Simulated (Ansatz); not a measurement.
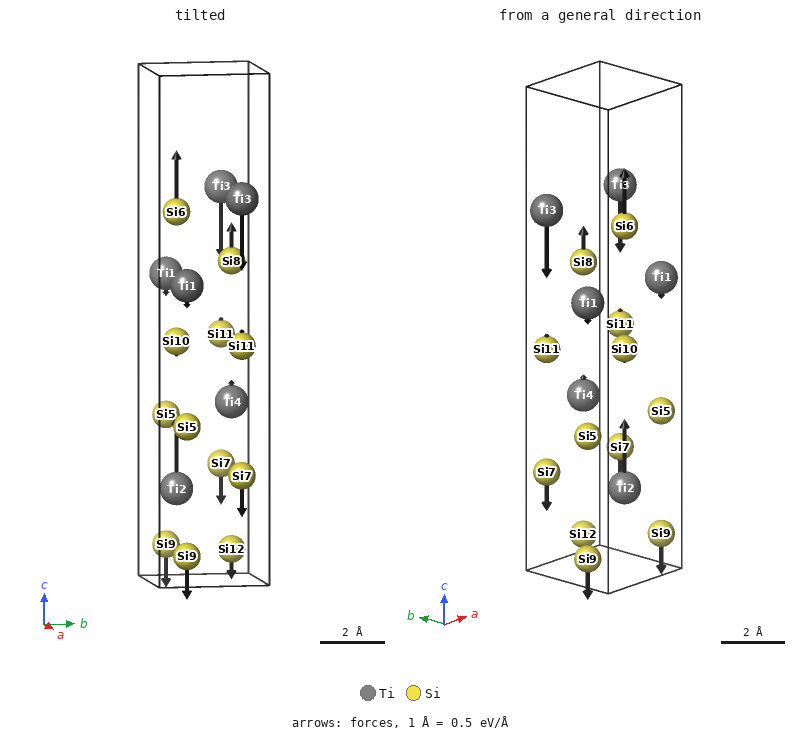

Spheres-only representation of a periodic structure, projected slightly off an axis and from a general direction. The edges of the simulation cell are marked. The arrows are the computed forces on the atoms.

System: TiSi2. Method used: Ansatz 0.2.0, DFT PBEsol, scalar-relativistic, plane waves, PAW. It ran with plane-wave cutoff 420 eV, 13×13×4 k-mesh, Gaussian smearing of 0.15 eV, no spin polarisation.

**Is the structure at a minimum of the energy?**

No. The atoms still feel forces of up to about 0.91 eV/Å, far above a usual threshold of 0.01 to 0.03 eV/Å.

The structure was taken from a structure listed in the Materials Project. The cell was then strained or its atoms displaced on purpose. It was the input of a calculation with Ansatz.
